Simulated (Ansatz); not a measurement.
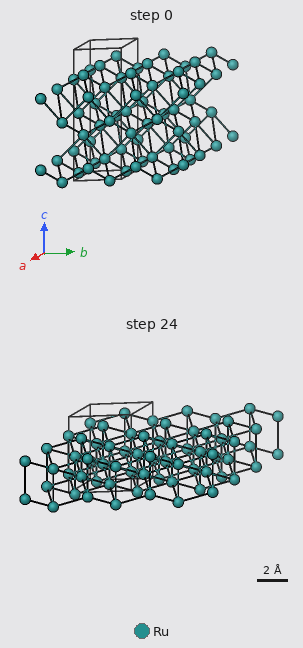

The structure of solid Ru (built on the grey arsenic (A7)_166 type) (coarse preliminary run) before (top) and after (bottom) a relaxation, at one scale.

Style: ball-and-stick. Shown: the conventional cell (3 times the calculation's cell), repeated 3 × 3 × 1 with one cell outlined, slightly off an axis. Lengths and directions refer to the drawn axes.

Case: grey arsenic (A7) type (R-3m, No. 166).

Computed with Ansatz 0.2.0, DFT PBE, scalar-relativistic, plane waves, PAW.

The input:
```yaml
crystal:
  lattice:
    - [1.6398700866, 0.9467794359, 3.0409424665]
    - [-1.6398700866, 0.9467794359, 3.0409424665]
    - [0.0, -1.8935588719, 3.0409424665]
  atoms:
    - { symbol: Ru, position: [0.22754, 0.22754, 0.22754] }
    - { symbol: Ru, position: [0.77246, 0.77246, 0.77246] }
basis:
  ecutwfc: 420
kpoints:
  mp_grid: { grid: [6, 6, 6] }
hamiltonian:
  xc: pbe
scf:
  occupations: { method: gaussian, width: 0.1 }
  lower_state_search: "off"
output:
  forces: true
  stress: true
  eigenvalues: true
relax:
  adjacent_minimum: "off"
  f_tol: 0.04
  max_steps: 70
  cell: { stress_tol: 0.4 }
```

**Summarise the run.**

The energy falls by 1073 meV per atom in 20 accepted moves (24 points after the start). Largest force component: 3.8 eV/Å at the start, 0.0063 eV/Å at the end. The pressure goes from 58.42 to 0.11 GPa. The line search rejected the trial steps at points 10, 19 of the run. The SCF was repeated twice at an unchanged geometry on a basis and grid sized afresh for the cell, which shifted the energy by 134 meV per atom at most. The largest moves relative to the cell, 0.12 Å, are those of Ru1 and Ru2. Ru2 goes along −c. The volume changes by +0.3 %, with a = b 3.280 → 4.315 Å (+31.6 %), c 9.123 → 5.286 Å (−42.1 %). Some distances before and after: Ru1–Ru2 4.971 → 2.644 Å, Ru1–Ru2 (another image) 4.152 → 2.642 Å, Ru1–Ru2 (another image) 2.195 → 2.642 Å, Ru1–Ru2 (another image) 2.704 → 2.643 Å. New bonds form: Ru1–Ru2 (4.15 → 2.64 Å), Ru1–Ru2 (4.97 → 2.64 Å). Among the angles between lasting bonds that change: Ru2–Ru1–Ru2 74.7° → 109.4°, Ru2–Ru1–Ru2 93.4° → 70.5°, Ru2–Ru1–Ru2 164.8° → 179.9°. The space group (tolerance 0.01 Å) goes from R-3m (No. 166) to Im-3m (No. 229). The run took roughly 30 core-seconds on a shared host.
